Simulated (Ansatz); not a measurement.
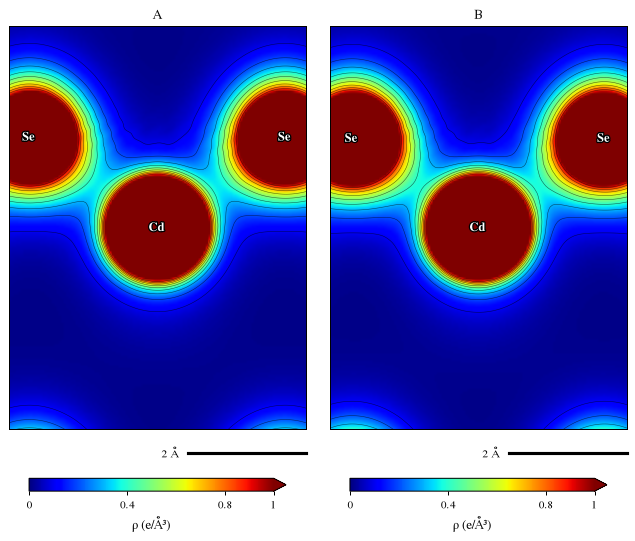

CdSe. The valence electron density of two cells that differ in size, on the (011̄) plane of each (indices in the axes of the calculation cell), at one length scale and on one colour scale; one has 27.8 and the other 28.9 Å³ an atom.

Computed with Kohn-Sham DFT of a periodic cell, r2SCANh, Ansatz PAW (Ansatz).

The density is the valence pseudo-density of a PAW calculation; it isn't the true density close to the nuclei.

The larger cell:

```xyz
2
Lattice="0.0000 3.0703 3.0703 3.0703 0.0000 3.0703 3.0703 3.0703 0.0000" Properties=species:S:1:pos:R:3 pbc="T T T"
Cd    0.0000    0.0000    0.0000
Se    1.5351    1.5351    1.5351
```

The smaller cell: a = 4.283 Å, b = 4.283 Å, c = 4.283 Å, α = 60.00°, β = 60.00°, γ = 60.00°.

Q: Which panel shows the smaller cell, and what does the compression change?

A: Panel B is the smaller cell, by 4 % in volume. From the larger cell to the smaller, Cd–Se goes from 2.66 to 2.62 Å, and the density at its midpoint from 0.37 to 0.39 e/Å³; the pressure goes from −0.3 to 2.0 GPa; the Kohn–Sham gap goes from 1.6 eV to 1.7 eV.
